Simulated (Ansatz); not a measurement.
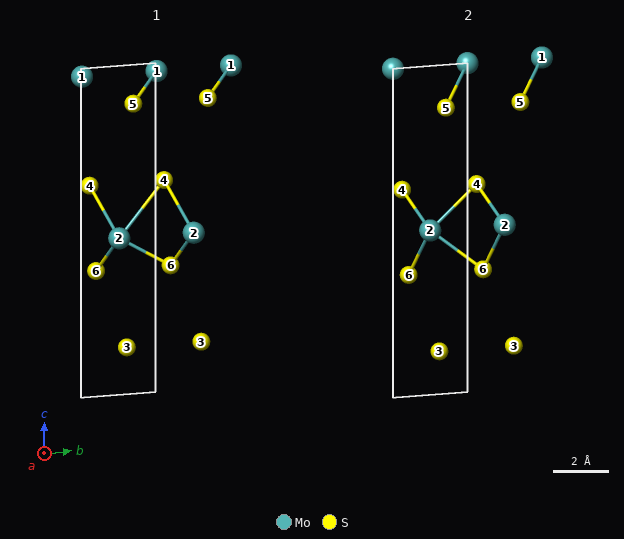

Two geometries of a crystal of MoS2 (set up in P1), drawn at one scale. One is the start of a relaxation, the other its converged end. The picture is a ball-and-stick view of the cell of the calculation, repeated 1 × 2 × 1 with one cell outlined, seen along the a axis.

Level of theory: Ansatz 0.2.0, DFT PBE+D3(BJ), scalar-relativistic, plane waves, PAW. (plane-wave cutoff 420 eV; k-point mesh 12 × 12 × 10; occupations gaussian; smearing width 0.05 eV; no spin polarisation; cell and atoms relaxed; force threshold 0.01 eV/Å; at most 80 steps)

Q: Which geometry has the lower energy?

A: Structure 2 is the relaxed one. Case: all S atoms moved 0.5 Å in one direction; relaxed back. The energy falls by 1088 meV per atom in 5 accepted moves (6 points after the start). Largest force component: 11 eV/Å at the start, 0.0026 eV/Å at the end. Pressure: 20.14 GPa at the start and 0.00 GPa at the end. At 1 point the geometry stayed and the basis and grid were re-selected for the new cell (energy shift of less than 0.05 meV per atom at most each time). The largest moves, 0.33 Å, are those of Mo1 and Mo2. Mo2 goes along [−2 −1 1]. By element the largest moves are Mo 0.33 Å, S 0.17 Å. The cell doesn't change. Some distances before and after: Mo1–S3 2.859 → 2.399 Å, Mo1–S5 1.983 → 2.400 Å, Mo1–S3 (another image) 2.699 → 2.399 Å, Mo1–S5 (another image) 2.132 → 2.400 Å. Bond angles that change, for instance: S6–Mo2–S6 100.0° → 82.1°, Mo2–S6–Mo2 100.0° → 82.1°, Mo2–S4–Mo2 69.0° → 82.2°. The space group (tolerance 0.01 Å) goes from P1 (No. 1) to R3m (No. 160).
